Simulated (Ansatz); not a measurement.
**Single-point calculation of Mo₁₆HS₃₂ (part 2 of 2)**

The same run, continued: Mo₁₆HS₃₂ (defect cell, 49 atoms in the cell); DFT PBE, scalar-relativistic, plane waves, PAW, spin-polarised (Ansatz 0.2.0); cutoff 420 eV, 1×1×1 k-mesh, Gaussian smearing of 0.05 eV, collinear spins. The structure derives from a Materials Project entry.

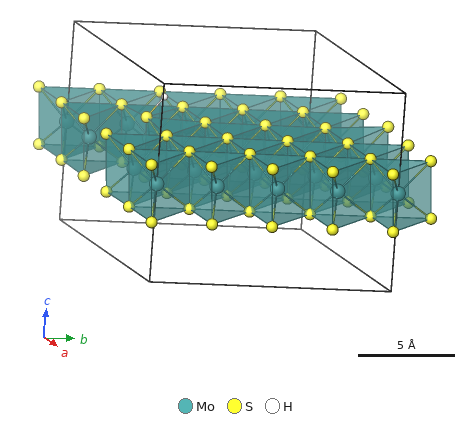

*The input geometry (polyhedral view of the cell of the calculation, with the vacuum cut short, seen slightly off an axis; polyhedra are completed across the faces of the cell). An atom can appear more than once, as a periodic image.*

The program's output, continued:
```
--- Forces (eV/Å), atoms counted from 1 ---
  atom   1  Mo     0.00340112     0.00294540    -0.00131195
  atom   2  Mo     0.00086873     0.00012887     0.00047025
  atom   3  Mo     0.00513215     0.00181167    -0.00100077
  atom   4  Mo    -0.00156515     0.00068111     0.00034551
  atom   5  Mo    -0.00301226     0.00481624    -0.00225340
  atom   6  Mo     0.01064081    -0.00752622    -0.00407022
  atom   7  Mo    -0.00575133     0.00113690    -0.00181055
  atom   8  Mo     0.00000041     0.00067805     0.00058189
  atom   9  Mo    -0.01520099     0.00009715     0.00149586
  atom  10  Mo    -0.00715005     0.01223387     0.00166602
  atom  11  Mo     0.00148482    -0.00677059    -0.00097175
  atom  12  Mo     0.00183466    -0.00133048     0.00160014
  atom  13  Mo     0.00146254    -0.00600737    -0.00121411
  atom  14  Mo     0.01045535     0.00086814    -0.02249192
  atom  15  Mo     0.00998696    -0.01088465    -0.02199404
  atom  16  Mo    -0.00019597     0.00010789     0.00038686
  atom  17  S      0.00247681    -0.00160086     0.00007755
  atom  18  S      0.00212037    -0.00141881     0.00024244
  atom  19  S     -0.00226474     0.00130212    -0.00009136
  atom  20  S     -0.00196438    -0.00101130    -0.00036129
  atom  21  S     -0.00421302    -0.00066941     0.00011701
  atom  22  S     -0.00138715     0.00410647    -0.00011038
  atom  23  S     -0.00021186     0.00213878    -0.00031673
  atom  24  S     -0.00138442    -0.00107780     0.00048664
  atom  25  S     -0.00031625     0.00007717    -0.00025681
  atom  26  S      0.00022010     0.00164637     0.00052377
  atom  27  S      0.00371901     0.00075362     0.00327347
  atom  28  S      0.00127405    -0.00353038     0.00350733
  atom  29  S     -0.00128959    -0.00052112     0.00343705
  atom  30  S      0.00122611    -0.00015174     0.00181163
  atom  31  S     -0.00033522     0.00115759     0.00307554
  atom  32  S     -0.00042199     0.00018154    -0.00008978
  atom  33  S      0.00107865    -0.00036693     0.00035344
  atom  34  S      0.00457535    -0.00873258     0.00129069
  atom  35  S     -0.00377841    -0.00056450     0.00085153
  atom  36  S      0.00074696    -0.00183608     0.00077831
  atom  37  S      0.00201884     0.00052054     0.00067296
  atom  38  S     -0.00048785     0.00031139     0.00031318
  atom  39  S     -0.00039879     0.00012592     0.00039304
  atom  40  S      0.00051079    -0.00026045    -0.00059788
  atom  41  S      0.00152248     0.00062921    -0.00206120
  atom  42  S     -0.00025164     0.00001063    -0.00125504
  atom  43  S      0.00869780     0.00220756     0.00365069
  atom  44  S      0.00125963    -0.00100337     0.00024559
  atom  45  S     -0.02505026     0.01422458     0.00822344
  atom  46  S     -0.00159163     0.00322665     0.00055319
  atom  47  S     -0.00101535     0.00077240     0.00107949
  atom  48  S      0.00035414    -0.00182581    -0.00218156
  atom  49  H      0.00217255    -0.00180868     0.02293584
  max |Σ_I F_I| component: 2.89e-6 eV/Å
--- Band table (eV) ---
  k-point 0 ↑: bands = ["-61.0513", "-61.0388", "-61.0378", "-61.0308", "-61.0279", "-61.0278", "-61.0206", "-61.0177", "-61.0160", "-61.0139", "-61.0128", "-61.0046", "-61.0035", "-60.9890", "-60.9810", "-60.9499", "-35.3534", "-35.3476", "-35.3448", "-35.2847", "-35.2823", "-35.2808", "-35.2796", "-35.2754", "-35.2617", "-35.1848", "-35.1763", "-35.1755", "-35.1685", "-35.1650", "-35.1580", "-35.1542", "-35.1522", "-35.1510", "-35.1444", "-35.1424", "-35.1416", "-35.1379", "-35.1373", "-35.1332",
      "-35.1327", "-35.1247", "-35.1206", "-35.1203", "-35.1156", "-35.1151", "-35.1135", "-35.1085", "-35.1050", "-35.0987", "-35.0892", "-35.0799", "-35.0771", "-35.0670", "-35.0591", "-35.0589", "-35.0251", "-35.0196", "-35.0190", "-35.0168", "-35.0143", "-35.0061", "-34.9713", "-34.9615", "-14.3456", "-13.8483", "-13.4702", "-13.4632", "-13.4483", "-13.4401", "-13.4272", "-13.1302", "-12.8923", "-12.6508", "-12.6458", "-12.6278", "-12.6257", "-12.6185", "-12.5174", "-12.4751",
      "-12.4491", "-12.4448", "-12.4343", "-12.4298", "-12.4194", "-12.4054", "-12.3799", "-12.2819", "-12.2431", "-12.2320", "-12.2182", "-12.2160", "-12.2040", "-12.2005", "-12.1893", "-12.1845", "-6.7807", "-5.9432", "-5.9405", "-5.8855", "-5.7042", "-5.3281", "-5.2914", "-5.2873", "-5.2748", "-5.2741", "-5.2425", "-5.1854", "-5.1757", "-5.1707", "-5.1542", "-5.1516", "-5.1256", "-5.0992", "-5.0957", "-5.0895", "-5.0743", "-5.0394", "-4.9910", "-4.9660",
      "-4.9583", "-4.6812", "-4.2646", "-4.2396", "-4.1719", "-4.0156", "-4.0019", "-3.9950", "-3.9818", "-3.9652", "-3.9281", "-3.8177", "-3.8065", "-3.7949", "-3.7893", "-3.7840", "-3.7733", "-3.7715", "-3.7537", "-3.7475", "-3.7421", "-3.7304", "-3.4907", "-3.4719", "-3.4137", "-3.4123", "-3.4117", "-3.3861", "-3.3473", "-3.3412", "-3.3401", "-3.1746", "-3.1303", "-3.1033", "-3.0949", "-3.0684", "-3.0435", "-2.7985", "-2.7818", "-2.7125",
      "-2.6853", "-2.6780", "-2.6690", "-2.6583", "-2.6537", "-2.5944", "-2.0891", "-2.0757", "-2.0125", "-1.9994", "-1.9899", "-1.9867", "-1.9662", "-1.9660", "-1.9358", "-1.9214", "-1.8522", "-1.8373", "-1.8300", "-1.8179", "-1.8058", "-1.7037", "-1.6847", "-1.6358", "-1.5466", "-1.5248", "-1.5231", "-1.5064", "-1.5059", "-1.2224", "-1.1856", "-1.1644", "-0.9559", "-0.9110", "-0.9046", "-0.9009", "-0.8966", "-0.8798", "-0.8359", "-0.8062",
      "-0.8031", "-0.7584", "-0.7130", "-0.7058", "-0.7047", "-0.6978", "-0.6607", "-0.2206", "0.6982", "1.8691", "1.8935", "1.9674", "1.9701", "1.9784", "1.9817", "1.9856", "1.9900", "1.9938", "1.9992", "2.0018", "2.0425", "2.0492", "2.0561", "2.1012", "2.1263", "2.1495", "2.1616"]
  k-point 0 ↓: bands = ["-61.0474", "-61.0373", "-61.0320", "-61.0275", "-61.0251", "-61.0234", "-61.0151", "-61.0138", "-61.0132", "-61.0097", "-61.0080", "-61.0014", "-60.9947", "-60.9839", "-60.9760", "-60.6303", "-35.3511", "-35.3395", "-35.3361", "-35.2809", "-35.2790", "-35.2777", "-35.2758", "-35.2479", "-35.2365", "-35.1769", "-35.1729", "-35.1702", "-35.1661", "-35.1545", "-35.1539", "-35.1495", "-35.1469", "-35.1432", "-35.1398", "-35.1383", "-35.1382", "-35.1354", "-35.1311", "-35.1196",
      "-35.1136", "-35.1110", "-35.1089", "-35.1085", "-35.1035", "-35.1017", "-35.0993", "-35.0979", "-35.0911", "-35.0861", "-35.0844", "-35.0719", "-35.0559", "-35.0495", "-35.0440", "-35.0197", "-35.0172", "-35.0146", "-35.0057", "-34.9868", "-34.9859", "-34.8508", "-34.7303", "-34.5851", "-14.3244", "-13.7900", "-13.4661", "-13.4598", "-13.4476", "-13.4340", "-13.4180", "-13.1117", "-12.8821", "-12.6473", "-12.6421", "-12.6265", "-12.6184", "-12.6132", "-12.5090", "-12.4720",
      "-12.4456", "-12.4410", "-12.4324", "-12.4283", "-12.4171", "-12.3994", "-12.3712", "-12.2753", "-12.2414", "-12.2270", "-12.2163", "-12.2122", "-12.2020", "-12.1974", "-12.1852", "-12.1748", "-6.5844", "-5.9355", "-5.9321", "-5.8730", "-5.6834", "-5.3184", "-5.2828", "-5.2794", "-5.2701", "-5.2670", "-5.2288", "-5.1813", "-5.1698", "-5.1640", "-5.1425", "-5.1328", "-5.1110", "-5.0959", "-5.0914", "-5.0847", "-5.0534", "-5.0277", "-4.9805", "-4.9523",
      "-4.9482", "-4.6533", "-4.2547", "-4.2270", "-4.1591", "-4.0031", "-3.9976", "-3.9891", "-3.9737", "-3.9534", "-3.9108", "-3.8070", "-3.7986", "-3.7910", "-3.7850", "-3.7698", "-3.7633", "-3.7583", "-3.7489", "-3.7409", "-3.7315", "-3.7190", "-3.4825", "-3.4590", "-3.4086", "-3.4042", "-3.4033", "-3.3707", "-3.3378", "-3.3330", "-3.3240", "-3.1491", "-3.1239", "-3.0975", "-3.0905", "-3.0469", "-3.0323", "-2.7805", "-2.7700", "-2.6902",
      "-2.6783", "-2.6725", "-2.6621", "-2.6410", "-2.6365", "-2.5424", "-2.0709", "-2.0678", "-2.0049", "-1.9822", "-1.9801", "-1.9782", "-1.9614", "-1.9496", "-1.9187", "-1.9148", "-1.8463", "-1.8293", "-1.8234", "-1.8122", "-1.7946", "-1.6938", "-1.6726", "-1.6120", "-1.5330", "-1.5192", "-1.5172", "-1.5023", "-1.4991", "-1.2074", "-1.1775", "-1.1595", "-0.9365", "-0.8977", "-0.8974", "-0.8889", "-0.8865", "-0.8575", "-0.8275", "-0.7906",
      "-0.7774", "-0.7232", "-0.7081", "-0.6955", "-0.6849", "-0.6527", "-0.6278", "-0.1991", "1.1584", "1.9059", "1.9457", "1.9781", "1.9790", "1.9844", "1.9890", "1.9921", "1.9977", "2.0088", "2.0127", "2.0451", "2.0600", "2.0719", "2.0891", "2.1302", "2.1444", "2.1632", "2.1739"]
--- Löwdin populations: 49 sites ---
  site symbol       q [e]    m [muB]
     0     Mo     13.6647     0.0167
     1     Mo     13.6637    -0.0014
     2     Mo     13.6634     0.0008
     3     Mo     13.6633     0.0115
     4     Mo     13.6647    -0.0164
     5     Mo     13.6752     0.5252
     6     Mo     13.6647    -0.0164
     7     Mo     13.6637     0.0014
     8     Mo     13.6667     0.0074
     9     Mo     13.6667     0.0074
    10     Mo     13.6647     0.0166
    11     Mo     13.6683     0.0023
    12     Mo     13.6634     0.0008
    13     Mo     13.6825     0.0327
    14     Mo     13.6825     0.0327
    15     Mo     13.6637     0.0014
    16      S      6.0668     0.0011
    17      S      6.0668     0.0011
    18      S      6.0658     0.0032
    19      S      6.0669    -0.0014
    20      S      6.0633     0.0108
    21      S      6.0633     0.0108
    22      S      6.0668    -0.0014
    23      S      6.0640     0.0002
    24      S      6.0685    -0.0003
    25      S      6.0641     0.0002
    26      S      6.0624     0.0024
    27      S      6.0624     0.0024
    28      S      6.0661     0.0152
    29      S      6.0637    -0.0047
    30      S      6.0660     0.0152
    31      S      6.0670     0.0012
    32      S      6.0675    -0.0001
    33      S      6.0747    -0.0013
    34      S      6.0764     0.0168
    35      S      6.0775     0.0171
    36      S      6.0775     0.0171
    37      S      6.0669    -0.0010
    38      S      6.0669    -0.0010
    39      S      6.0641    -0.0010
    40      S      6.0646     0.0089
    41      S      6.0682     0.0008
    42      S      6.0748    -0.0013
    43      S      6.0675    -0.0001
    44      S      5.9813     0.0668
    45      S      6.0763     0.0168
    46      S      6.0652    -0.0010
    47      S      6.0646     0.0089
    48      H      0.9072     0.1334
  spilling = 0.007993 (of n_electrons = 417.000000)
--- Band densities, each state counted as filled ---
  window                                       electrons  max residual (eV)  cut levels
  e_range: [-0.83, -0.22]            1.000000 + 0.000000             2.2e-6           0
  e_range: [0.22, 0.83]              0.000000 + 1.000000             1.3e-6           0
  e_range: [0.2, 0.26]               0.000000 + 1.000000             1.3e-6           0
  e_range: [-0.26, -0.2]             1.000000 + 0.000000             2.2e-6           0
  e_range: [-1.18, -1.1]             1.000000 + 1.000000             3.3e-6           0
  e_range: [-1.91, -1.53]          15.000000 + 15.000000             5.9e-6           0
```

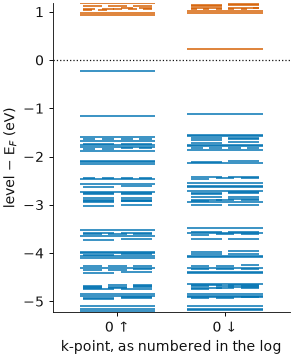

*Kohn–Sham levels near the Fermi level (dotted) at the few k-points that the log prints; levels within 0.02 eV of each other stand side by side.*

Among these points the highest filled and lowest empty levels are 0.46 eV apart, which is the gap on the mesh.

Results in brief:

| quantity | value |
| --- | --- |
| outcome | converged |
| electrons treated | 417 |
| free energy | −108220.1827 eV |
| Fermi energy | 0.928 eV |
| gap on the k-point mesh | 0.46 eV |
| net moment of the cell | 1.00 μB |
| integrated absolute moment | 1.24 μB |
| largest force (length of the vector) | 0.030 eV/Å |
| hardware | 4 threads of Arm Neoverse V1, 24 GiB of memory available, shared host |
| wall time | 83 s (CPU time 5.4 min) |
| peak memory | 4.8 GiB |

Remarks:

Notes on the run: the state was not tested for a lower one.
